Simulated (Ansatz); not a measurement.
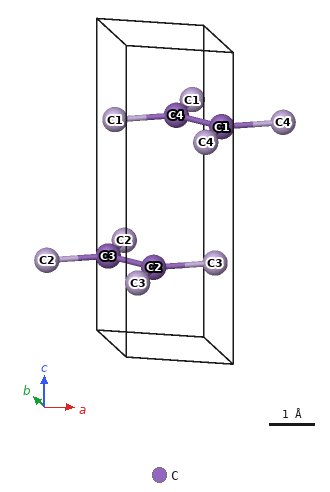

Figure 1. The structure of run A (ball-and-stick view of the cell of the calculation, seen at an oblique angle; neighbours outside the cell are drawn fainter; atoms are numbered from 1 in the order of the input). An atom can appear more than once, as a periodic image. Near neighbours in the periodic cell (some may lie outside the picture): C has 3 C at 1.42 Å.

**C: a changed input and its effect**

System: C (4 atoms in the cell).
Method of run A: Kohn-Sham DFT of a periodic cell, PBE0, Ansatz PAW, no spin polarisation (Ansatz 0.2.0).

The structure derives from a Materials Project entry. Text and figures count atoms from 1; the logs count them from 0 in places.

**Input, run A**
```yaml
crystal:
  lattice:
    - [1.22804797, -2.12706182, 0.0]
    - [1.22804797, 2.12706182, 0.0]
    - [0.0, 0.0, 7.17326776]
  atoms:
    - { symbol: C, position: [0.91662054, 0.08337946, 0.7531376] }
    - { symbol: C, position: [0.41662054, 0.58337946, 0.2468624] }
    - { symbol: C, position: [0.08337946, 0.91662054, 0.2468624] }
    - { symbol: C, position: [0.58337946, 0.41662054, 0.7531376] }
hamiltonian:
  xc: pbe0
  pseudopotentials: { kind: paw }
kpoints:
  mp_grid: { grid: [8, 8, 2] }
scf:
  occupations: { method: fermi_dirac, width: 0.05 }
output:
  forces: true
  stress: true
  eigenvalues: true
relax:
  f_tol: 0.01
  max_steps: 40
  cell: { stress_tol: 0.05 }
```

Hardware: 1 × NVIDIA H100 80GB HBM3, 2 threads of AMD EPYC (Zen 3), 288 GiB of memory available, shared host.

**Output, shortened to warnings, some set-up lines, iterations and results (run A)**
```
Basis set: ecut = 420 eV, 713 PW (Γ), exchange–correlation on 36×36×96 points (8 copies of the dense FFT grid, shifted against one another)
Symmetry: 8 space group operations
k-points: 42 of 128
Initial density: superposition of atomic densities (neutral atoms: chi_scale 0, normalization atom), corrected by the library's trained network
[...]
SCF iter   1: F=—  HF=-1003.740149 eV  |F-HF|=—  |Δ(HF+E_count)|=         —  Δρ=2.90e-3  dr2=3.81e-3  ethr=1.77e-3  ⟨swp⟩=8.3  Hψ=2562  notcnv=0
SCF iter   2: F=—  HF=-1003.739512 eV  |F-HF|=—  |Δ(HF+E_count)|=   6.37e-4  Δρ=1.17e-3  dr2=3.33e-4  ethr=2.08e-6  ⟨swp⟩=2.4  Hψ=2208  notcnv=0  defer=3
SCF iter   3: F=—  HF=-1003.739680 eV  |F-HF|=—  |Δ(HF+E_count)|=   1.68e-4  Δρ=3.06e-4  dr2=1.57e-5  ethr=2.08e-6  ⟨swp⟩=3.0  Hψ=1138  notcnv=0  defer=1
SCF iter   4: F=—  HF=-1003.739701 eV  |F-HF|=—  |Δ(HF+E_count)|=   2.13e-5  Δρ=1.19e-4  dr2=8.72e-6  ethr=9.82e-8  ⟨swp⟩=3.0  Hψ=1072  notcnv=0  defer=1
SCF iter   5: F=—  HF=-1003.739702 eV  |F-HF|=—  |Δ(HF+E_count)|=   1.31e-6  Δρ=1.67e-5  dr2=5.66e-8  ethr=5.45e-8  ⟨swp⟩=3.0  Hψ=1016  notcnv=0  defer=1
[... 325 lines ...]
SCF 57 converged in 5 iterations: F = -1003.992880 eV  dr2 = 9.40e-12
SCF iter   1: F=—  HF=-1003.992881 eV  |F-HF|=—  |Δ(HF+E_count)|=         —  Δρ=7.55e-7  dr2=1.52e-10  ethr=2.73e-10  ⟨swp⟩=12.1  Hψ=2159  notcnv=1
SCF iter   2: F=-1003.992881 eV  HF=-1003.992881 eV  |F-HF|=1.14e-11  |Δ(HF+E_count)|=  1.86e-11  Δρ=2.32e-7  dr2=9.41e-12  ethr=1.00e-12  ⟨swp⟩=3.0  Hψ=1058  notcnv=0
SCF 58 converged in 2 iterations: F = -1003.992881 eV  dr2 = 9.41e-12
relax step  21: F+E_penalty+E_count = -1003.99288142 eV  Δ(F+E_penalty+E_count) = -1.038e-3 eV  max|allowed force component| = 1.204e-4 eV/Å  Δτ_max = 0.0000 Å  P = -0.004 …
basis re-selected at this cell: Δ(F+E_penalty+E_count) = -1.038e-3 eV, ΔP = -0.006 GPa vs the last step (what re-selecting the basis moved, of the pressure what is left beyond the Pulay correction that the steps carried, after the strain that the cell walked since its last selection, with what the …
hybrid SCF converged: 2 outer / 7 inner (+0 warm-up), last move |dexx| = 5.40e-11 eV, tail = 2.02e-11 eV
Stability not checked: this state was not tested for a lower state beside it, because the functional holds exact exchange (a hybrid, or Hartree-Fock), whose exchange loop this test does not read (fock_operator; see scf.lower_state_search)
Free energy (F): -1003.992881 eV
Frozen-core exchange: fock
Harris-Foulkes:  -1003.992881 eV  (|F-HF|=1.14e-11)
Internal energy: -1003.992881 eV  (E = F + TS)
E sigma→0 (E₀):  -1003.992881 eV
Fermi energy:    4.999761 eV
--- Per-component energies (eV) ---
  E_band       = -97.491413
  E_kinetic    = 364.417738
  E_local      = -861.859162  (includes V_loc(G=0)·N_el)
  E_nonlocal   = 107.731806
  E_hartree    = 293.436579
  E_xc         = -149.078325
  E_vxc        = -184.425896  (∫ρ·V_xc dr)
  E_exx        = -42.688995  (= α·E_x^exact, valence–valence)
  E_paw        = -398.088271  (= ΣΔE_a)
  E_vpaw       = -24.851075  (= ΣTr[D̂ρ^β])
  E_aug_tail   = 0.000030  (compensation charges beyond the density's cutoff)
  E_ewald      = -317.795501
  E_core_change = -0.068780  (= ΣΔE_core)
  E_smearing   = -0.000000  (= −TS)
  E_closure    = 0.000000  (closes the sum)
  Σ components = -1003.992881   (vs F -1003.992881, Δ=-1.14e-13)
--- Forces (eV/Å), atoms counted from 1 ---
  atom   1  C     -0.00000000    -0.00012045    -0.00001177
  atom   2  C     -0.00000000    -0.00012045     0.00001177
  atom   3  C      0.00000000     0.00012045     0.00001177
  atom   4  C      0.00000000     0.00012045    -0.00001177
  max |Σ_I F_I| component: 1.11e-16 eV/Å
--- Stress (GPa, compression-positive) ---
       -0.015382      -0.000000       0.000000
       -0.000000      -0.014724       0.000000
        0.000000       0.000000       0.017413
  P = ⅓ Tr σ = -0.0042 GPa (-0.042 kbar)
--- Relaxed structure (15 steps of the walk, 15 accepted, 6 SCFs on fresh bases) ---
[...]
```

For run B the input was changed thus:
```diff
-  xc: pbe0
+  xc: hse06
+  write_density: true
+  write_potential: true
+  elf: true
+  volumetric_format: npy
```

How does run B compare with run A?

The total energies belong to different methods, so their difference says nothing on which is more stable or more accurate. The gap on the mesh goes from 2.76 to 2.17 eV. The functional changes from PBE0 to HSE06. On the same kind of shared host run B took about 0.57 times as long.

**Output, shortened to warnings, some set-up lines, iterations and results (run B)**
```
Basis set: ecut = 420 eV, 713 PW (Γ), exchange–correlation on 36×36×96 points (8 copies of the dense FFT grid, shifted against one another)
Symmetry: 8 space group operations
k-points: 42 of 128
Initial density: superposition of atomic densities (neutral atoms: chi_scale 0, normalization atom), corrected by the library's trained network
[...]
SCF iter   1: F=—  HF=-1003.741831 eV  |F-HF|=—  |Δ(HF+E_count)|=         —  Δρ=2.90e-3  dr2=3.82e-3  ethr=1.77e-3  ⟨swp⟩=8.3  Hψ=2562  notcnv=0
SCF iter   2: F=—  HF=-1003.741191 eV  |F-HF|=—  |Δ(HF+E_count)|=   6.40e-4  Δρ=1.17e-3  dr2=3.32e-4  ethr=2.07e-6  ⟨swp⟩=2.4  Hψ=2212  notcnv=0  defer=3
SCF iter   3: F=—  HF=-1003.741359 eV  |F-HF|=—  |Δ(HF+E_count)|=   1.68e-4  Δρ=3.06e-4  dr2=1.57e-5  ethr=2.07e-6  ⟨swp⟩=3.0  Hψ=1134  notcnv=0  defer=1
SCF iter   4: F=—  HF=-1003.741380 eV  |F-HF|=—  |Δ(HF+E_count)|=   2.13e-5  Δρ=1.19e-4  dr2=8.68e-6  ethr=9.80e-8  ⟨swp⟩=3.0  Hψ=1074  notcnv=0  defer=1
SCF iter   5: F=—  HF=-1003.741381 eV  |F-HF|=—  |Δ(HF+E_count)|=   1.34e-6  Δρ=1.67e-5  dr2=5.63e-8  ethr=5.43e-8  ⟨swp⟩=3.0  Hψ=1016  notcnv=0  defer=1
[... 294 lines ...]
SCF 51 converged in 5 iterations: F = -1003.789626 eV  dr2 = 8.36e-12
SCF iter   1: F=—  HF=-1003.789627 eV  |F-HF|=—  |Δ(HF+E_count)|=         —  Δρ=7.48e-7  dr2=1.22e-10  ethr=9.83e-11  ⟨swp⟩=12.9  Hψ=2286  notcnv=1
SCF iter   2: F=-1003.789627 eV  HF=-1003.789627 eV  |F-HF|=1.39e-11  |Δ(HF+E_count)|=  3.43e-11  Δρ=2.34e-7  dr2=8.82e-12  ethr=1.00e-12  ⟨swp⟩=3.0  Hψ=1043  notcnv=0
SCF 52 converged in 2 iterations: F = -1003.789627 eV  dr2 = 8.82e-12
relax step  19: F+E_penalty+E_count = -1003.78962682 eV  Δ(F+E_penalty+E_count) = -1.036e-3 eV  max|allowed force component| = 8.366e-5 eV/Å  Δτ_max = 0.0000 Å  P = -0.005 …
basis re-selected at this cell: Δ(F+E_penalty+E_count) = -1.036e-3 eV, ΔP = -0.006 GPa vs the last step (what re-selecting the basis moved, of the pressure what is left beyond the Pulay correction that the steps carried, after the strain that the cell walked since its last selection, with what the …
hybrid SCF converged: 2 outer / 7 inner (+0 warm-up), last move |dexx| = 3.54e-11 eV, tail = 1.86e-11 eV
Stability not checked: this state was not tested for a lower state beside it, because the functional holds exact exchange (a hybrid, or Hartree-Fock), whose exchange loop this test does not read (fock_operator; see scf.lower_state_search)
Free energy (F): -1003.789627 eV
Frozen-core exchange: fock
Harris-Foulkes:  -1003.789627 eV  (|F-HF|=1.39e-11)
Internal energy: -1003.789627 eV  (E = F + TS)
E sigma→0 (E₀):  -1003.789627 eV
Fermi energy:    5.003310 eV
--- Per-component energies (eV) ---
  E_band       = -90.875120
  E_kinetic    = 364.303726
  E_local      = -861.320823  (includes V_loc(G=0)·N_el)
  E_nonlocal   = 107.710587
  E_hartree    = 293.207085
  E_xc         = -155.659398
  E_vxc        = -190.806021  (∫ρ·V_xc dr)
  E_exx        = -36.074127  (= α·E_x^exact, valence–valence)
  E_paw        = -397.891220  (= ΣΔE_a)
  E_vpaw       = -25.028507  (= ΣTr[D̂ρ^β])
  E_aug_tail   = 0.000030  (compensation charges beyond the density's cutoff)
  E_ewald      = -317.996613
  E_core_change = -0.068873  (= ΣΔE_core)
  E_smearing   = -0.000000  (= −TS)
  E_closure    = 0.000000  (closes the sum)
  Σ components = -1003.789627   (vs F -1003.789627, Δ=0.00e0)
--- Forces (eV/Å), atoms counted from 1 ---
  atom   1  C     -0.00000000     0.00008366     0.00000992
  atom   2  C     -0.00000000     0.00008366    -0.00000992
  atom   3  C      0.00000000    -0.00008366    -0.00000992
  atom   4  C      0.00000000    -0.00008366     0.00000992
  max |Σ_I F_I| component: 1.11e-16 eV/Å
--- Stress (GPa, compression-positive) ---
       -0.015917      -0.000000      -0.000000
       -0.000000      -0.016744       0.000000
       -0.000000       0.000000       0.018532
  P = ⅓ Tr σ = -0.0047 GPa (-0.047 kbar)
--- Relaxed structure (13 steps of the walk, 13 accepted, 6 SCFs on fresh bases) ---
[...]
```

**The two runs side by side**

| quantity | run A | run B |
| --- | --- | --- |
| outcome | converged | converged |
| free energy per atom (eV) | −250.9982 | −250.9474 |
| gap on the mesh (eV) | 2.76 | 2.17 |
| pressure (GPa) | 0.00 | 0.00 |
| largest force (eV/Å) | 0.000 | 0.000 |
| irreducible k-points | 42 | 42 |
| wall time (shared host) | 2.8 min | 96 s |
